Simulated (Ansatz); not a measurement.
**Run report: B$_{24}$HN$_{23}$, single-point calculation (part 1 of 2)**

The run: single-point calculation of B$_{24}$HN$_{23}$ (defect cell, 48 atoms in the cell). Method and program: DFT PBE, scalar-relativistic, plane waves, PAW, spin-polarised (Ansatz 0.2.0).

The structure derives from an entry of the Crystallography Open Database.

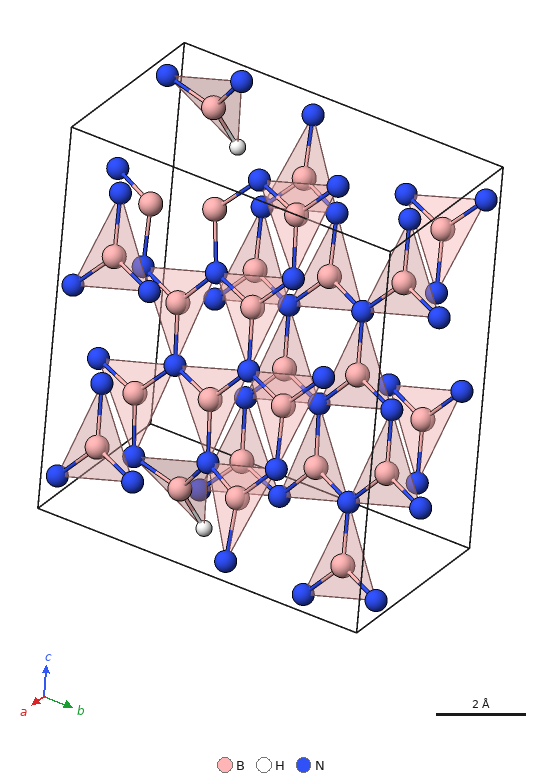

*The structure (polyhedral view of the cell of the calculation, seen slightly off an axis; polyhedra are completed across the faces of the cell). An atom can appear more than once, as a periodic image.*

## Input file
```yaml
crystal:
  lattice:
    - [3.74736, -2.163539, -6.6357]
    - [3.74736, -2.163539, 6.6357]
    - [-7.49472, -4.327079, 0.0]
  atoms:
    - { symbol: B, position: [0.7100582709, 0.9570158772, 0.8400657123] }
    - { symbol: B, position: [0.2024996067, 0.4645166964, 0.8405580092] }
    - { symbol: B, position: [0.3771016564, 0.6230837755, 0.6735374982] }
    - { symbol: B, position: [0.8759386276, 0.124573779, 0.6733963326] }
    - { symbol: B, position: [0.0440477964, 0.2896874419, 0.5068942791] }
    - { symbol: B, position: [0.5450263123, 0.7885383127, 0.5066376755] }
    - { symbol: B, position: [0.710424873, 0.9562973427, 0.3398781622] }
    - { symbol: B, position: [0.2089450512, 0.4579375309, 0.3400579602] }
    - { symbol: B, position: [0.369051681, 0.6309254805, 0.1733592112] }
    - { symbol: B, position: [0.8761993031, 0.1239004089, 0.1732601248] }
    - { symbol: B, position: [0.0357902124, 0.2980349071, 0.0068779278] }
    - { symbol: B, position: [0.5403458614, 0.7932814466, 0.0066294794] }
    - { symbol: B, position: [0.6189526604, 0.3343183448, 0.8092053919] }
    - { symbol: B, position: [0.1318085571, 0.8757875168, 0.8258469877] }
    - { symbol: B, position: [0.3330105115, 0.0474903001, 0.6659441283] }
    - { symbol: B, position: [0.8012293748, 0.5340571322, 0.6579285358] }
    - { symbol: B, position: [0.9755359014, 0.7092279361, 0.4953572369] }
    - { symbol: B, position: [0.4676325969, 0.1993454883, 0.4865730357] }
    - { symbol: B, position: [0.630720318, 0.3755293592, 0.3262488555] }
    - { symbol: B, position: [0.1322171751, 0.8664170033, 0.323775017] }
    - { symbol: B, position: [0.2906136631, 0.036906907, 0.1565720825] }
    - { symbol: B, position: [0.7908535057, 0.5354145345, 0.1555371698] }
    - { symbol: B, position: [0.9567508531, 0.6922915869, -0.0135330783] }
    - { symbol: B, position: [0.4253310264, 0.2417836616, 0.0024314342] }
    - { symbol: H, position: [0.3621605584, 0.3053987382, 0.9058400986] }
    - { symbol: "N", position: [0.9651049659, 0.702185156, 0.8238865026] }
    - { symbol: "N", position: [0.1529456844, 0.8805606766, 0.6647932845] }
    - { symbol: "N", position: [0.6343493976, 0.3613789747, 0.6548423282] }
    - { symbol: "N", position: [0.8044840631, 0.5400441827, 0.4935202518] }
    - { symbol: "N", position: [0.3053627785, 0.0327859896, 0.490484857] }
    - { symbol: "N", position: [0.4614316997, 0.2054824639, 0.3226232484] }
    - { symbol: "N", position: [0.9651033012, 0.7014787191, 0.3237407353] }
    - { symbol: "N", position: [0.1251680753, 0.8641653313, 0.1548105135] }
    - { symbol: "N", position: [0.6188172159, 0.3819123446, 0.159819845] }
    - { symbol: "N", position: [0.7850605621, 0.5151378484, -0.0185156909] }
    - { symbol: "N", position: [0.2848256942, 0.0483331585, -0.0072015763] }
    - { symbol: "N", position: [0.8746078752, 0.1260034992, 0.8400599955] }
    - { symbol: "N", position: [0.3725647756, 0.6274437164, 0.8400591525] }
    - { symbol: "N", position: [0.5461163832, 0.7874089307, 0.6733366599] }
    - { symbol: "N", position: [0.0409653859, 0.2930711019, 0.6736152716] }
    - { symbol: "N", position: [0.2114665649, 0.4555037367, 0.5067473575] }
    - { symbol: "N", position: [0.7121497936, 0.9549563766, 0.5067090268] }
    - { symbol: "N", position: [0.8783339525, 0.1219484604, 0.3400465974] }
    - { symbol: "N", position: [0.3749647767, 0.625291317, 0.3400007013] }
    - { symbol: "N", position: [0.5398018256, 0.7936146944, 0.1733022728] }
    - { symbol: "N", position: [0.0403326813, 0.2932379996, 0.1734164316] }
    - { symbol: "N", position: [0.1948683956, 0.4719877442, 0.0073782441] }
    - { symbol: "N", position: [0.709330672, 0.9574631658, 0.0066313259] }
magnetization:
  spin_polarized: true
basis:
  ecutwfc: 420
  fft_grid_basis: typed
kpoints:
  mp_grid: { grid: [2, 2, 2] }
hamiltonian:
  xc: pbe
  pseudopotentials: { kind: paw }
scf:
  occupations: { method: gaussian, width: 0.05 }
  n_extra_bands: 18
output:
  forces: true
  stress: false
  eigenvalues: true
  bader: false
  write_density: false
  volumetric_format: npy
  populations: true
  band_densities:
    - { e_range: [-2.21, -1.6] }
    - { e_range: [1.6, 2.21] }
    - { e_range: [-1.8, -1.58] }
  dos:
    e_range: [-30, 8]
    de: 0.02
    method: { smearing: { sigma: 0.03, scheme: gaussian } }
    projected: { site_lists: { B: [B], H: [H], "N": ["N"] } }
checkpoint:
  read: start.run
  write: ck
  compress: false
  write_wavefunctions: false
  write_every: 100000
```

Machine: 4 threads of Arm Neoverse V2, 24 GiB of memory available, shared host.

Launched with:
```bash
ansatz run input.yaml --threads 4 --pin off --max-ram 10240MiB --backend cpu --events-out ev --progress --plain --runs-dir out
```

## Output
```
Warning: checkpoint.read: spin seed differs: saved 8572b22f5dc6…, current 083a080d8c0e…; the loaded state replaces the seed-built initial guess (but the starting_ns of a DFT+U solve that opens without the state's occupation matrices), so the run may converge into the producing seed's basin, or, where the symmetry group that follows from this deck's starting moments and starting_ns does not hold the saved magnetisation, lose that magnetisation at its first build. Where atoms have moved since the state was saved, this difference can also decide whether moments are moved with them. A self-consistent run of this deck without the state starts from its starting moments and, under a DFT+U term, its starting_ns
scf.n_extra_bands = 18 over 94 filled bands (N_el = 188.0): the run solves 112 bands
Engine: ansatz 0.2.0, aarch64-unknown-linux-gnu
Pseudopotentials: kind: paw
Pseudopotential: B, paw, valence charge 3, recommended cutoff 420 eV (normal), B.paw.azcp
Pseudopotential: H, paw, valence charge 1, recommended cutoff 420 eV (normal), H.paw.azcp
Pseudopotential: N, paw, valence charge 5, recommended cutoff 420 eV (normal), N.paw.azcp
Functional definition: PBE
  parameter kappa = 0.804
  parameter beta = 0.06672455060314922
  exchange = pbe_x(kappa = kappa, mu = beta*pi^2/3)
  correlation = pbe_c(beta = beta)
Crystal: 48 atoms, lattice volume = 430.395 Å³
Basis set: ecut = 420 eV, 8413 PW (Γ), exchange–correlation on 108×108×120 points (8 copies of the dense FFT grid, shifted against one another)
Bands: 112, of which v1, the nominal top of the filled ones, is band 94 counted from 1 (93 counted from 0)
Symmetry: 1 space group operations
Space group: P1 (ITA 1), of the structure as read, at distance tolerance 7.6e-5 Å
k-points: 8
Non-local potential: B, projectors of the file, l = 0: 2, l = 1: 2, l = 2: 1
Non-local potential: H, projectors of the file, l = 0: 2, l = 1: 1
Non-local potential: N, projectors of the file, l = 0: 2, l = 1: 2, l = 2: 1
PAW form: soft (Blöchl's): semilocal exchange-correlation on the pseudo side does not see the compensation charge
PAW one-centre angular grid: B, 110 points (default); XC on 64 Gauss nodes
PAW one-centre angular grid: H, 110 points (default); XC on 64 Gauss nodes
PAW one-centre angular grid: N, 110 points (default); XC on 64 Gauss nodes
Initial density: read from a saved state, or passed on in memory by an earlier SCF of this step, an earlier step, the calling program or the single point that the run made first
Stability of the state it starts from, as read at its close in the collinear treatment: not read negative (Ritz values of 1 − χ₀K, real part plus size of imaginary part, from 0.79 to 0.82, by its mixing steps under no symmetry); its run was given moments
Initial wavefunctions: pseudopotential atomic-orbital guess
Functional: x = pbe(κ = 0.804, μ = 0.2195149727645171), c = pbe(β = 0.06672455060314922)
iter 1 solved again at ethr=3.45e-8 eV; its pass at ethr=3.10e-3 eV (dr2=6.48e-5 eV) is discarded
SCF iter   1: F=—  HF=-12643.178251 eV  |F-HF|=—  |Δ(HF+E_count)|=         —  Δρ=2.62e-7 (↑2.60e-7 ↓2.62e-7)  dr2=6.96e-10  dr2_m=7.81e-11  M=0.000 μB ∫|m|=0.000 μB  β_m=0.30  ethr=3.45e-8  ⟨swp⟩=4.0  Hψ=13626  notcnv=0
eigensolver tolerance schedule: the retry pair's looser diagonalisation over-reported the residual by 93051.98 of it (diagonalisation noise at an unbounded share of the residual, at the tolerance the schedule requests for it); recorded, not acted on — ethr = c·dr2/N_el stays at c = 1.0e-1
preconditioner: auto → Resta (q_TF=auto, 2.377 Å⁻¹)  ε∞=4.7  [insulator: Δε(μ)=3.225 eV  Ē_g=12.777 eV  σ=0.050 eV  W_gap=1.00  n_scr=90 (ndim 8)  ℏωp=24.5 eV  f_vac=0.019  D(μ)=0.00/eV (n_scr^D=0)  ε∞_Penn≈4.7]
spin=Collinear: Resta preconditioning applied to the charge; magnetization (m = ρ↑ − ρ↓) channel mixes plain (no charge-response kernel on spin).
SCF iter   2: F=-12643.178251 eV  HF=-12643.178251 eV  |F-HF|=8.73e-11  |Δ(HF+E_count)|=   5.35e-8  Δρ=1.75e-7 (↑1.57e-7 ↓1.75e-7)  dr2=2.92e-10  dr2_m=4.77e-11  M=0.000 μB ∫|m|=0.000 μB  ethr=1.00e-12  ⟨swp⟩=8.0  Hψ=7245  notcnv=0
SCF 1 converged in 2 iterations: F = -12643.178251 eV  dr2 = 2.92e-10
  greatest PAW one-centre occupation: 0.800 electrons in one spin orbital (limit 2), on the N atom at site 33 (counted from 0), in its partial waves of l = 0
SCF converged after 2 iterations
Magnetization: 0.0000 μB (94.0000 up, 94.0000 down)
Absolute magnetization: 0.0000 μB (∫|ρ↑−ρ↓|, with the PAW one-centre terms)
Spin contamination: 0.0000 ħ² per cell (⟨S²⟩ above its minimum at these occupations)
Per-site moments (μB) at R_I (Å): [(-7.400838909083623e-9, 0.5948715953704632), (-2.4065101818645723e-8, 0.5955773732198718), (-9.795905372898286e-9, 0.5951121020432077), (-8.878176458649878e-9, 0.5949222802470231), (-8.807623129549144e-9, 0.5950764665239444), (-6.383571688459725e-9, 0.5951547853997474), (-4.866006007672444e-9, 0.5951099012769534), (-5.139141003563596e-9, 0.5950057013899273), (-1.1520236470820164e-8, 0.5950277266350733), (-5.553514902767334e-9, 0.5948823732365807), (-1.2425872302566661e-8, 0.5949375102786335), (-7.804329980686765e-9, 0.5948175733816689), (-3.514772174582692e-7, 0.5934478798523457), (1.588118854905481e-7, 0.5911097336190907), (-3.676189608532862e-7, 0.5932527005475968), (1.3549727520326856e-7, 0.5926359357967167), (1.6411063500831514e-7, 0.5971239119123689), (1.3834668686508297e-7, 0.5861910878245723), (9.457815741585612e-8, 0.5913822253942154), (1.3610739479947172e-7, 0.5926552316086624), (9.481223807126165e-8, 0.5916214654477749), (1.5935058749726733e-7, 0.5910345431299073), (1.6172292246722627e-7, 0.5973526170580452), (-4.172157833052003e-8, 0.4894990674320176), (-3.078274500948067e-7, 0.4894990674320176), (-2.944493346438649e-7, 0.5926359357967167), (5.322348078770773e-8, 0.6010707297595416), (1.3817261045239732e-7, 0.5934478798523457), (-2.414334150958042e-7, 0.5953775447640796), (1.4155181662301244e-7, 0.5932527005475968), (-2.1116620074579823e-7, 0.5861910878245723), (-2.995966800536602e-7, 0.5926552316086624), (-2.405168838526122e-7, 0.5951942503316593), (2.94851370748114e-7, 0.5910345431299073), (5.5814094788236985e-8, 0.6007404524264572), (2.9471977900224175e-7, 0.5911097336190907), (1.5759568770864487e-8, 0.5949222802470231), (3.348682855435711e-8, 0.5950803512954662), (1.934940834814634e-8, 0.5951547853997474), (3.4138196473591103e-8, 0.5949991947609516), (1.4300893154518653e-8, 0.5950764665239444), (8.949898834562092e-9, 0.5952207457537484), (1.0222756205888027e-8, 0.5951099012769534), (6.739559027555083e-9, 0.5951584342007482), (6.839591595615015e-9, 0.5951836268943899), (6.1613364468354355e-9, 0.5950057013899273), (6.832100847659918e-8, 0.5949375102786335), (8.523253385813319e-9, 0.5948175733816689)]
Free energy (F): -12643.178251 eV
Harris-Foulkes:  -12643.178251 eV  (|F-HF|=8.73e-11)
Internal energy: -12643.178251 eV  (E = F + TS)
E sigma→0 (E₀):  -12643.178251 eV
Fermi energy:    6.653959 eV
--- Per-component energies (eV) ---
  E_band       = -448.481563
  E_kinetic    = 4271.693972
  E_local      = -8122.032986  (includes V_loc(G=0)·N_el)
  E_nonlocal   = 1343.928389
  E_hartree    = 2631.547656
  E_xc         = -2158.890278
  E_vxc        = -2677.018245  (∫ρ·V_xc dr)
  E_paw        = -4835.349308  (= ΣΔE_a)
  E_vpaw       = -528.148780  (= ΣTr[D̂ρ^β])
  E_aug_tail   = 0.000906  (compensation charges beyond the density's cutoff)
  E_ewald      = -5774.076603
  E_smearing   = -0.000000  (= −TS)
  E_closure    = -0.000000  (closes the sum)
  Σ components = -12643.178251   (vs F -12643.178251, Δ=0.00e0)
```
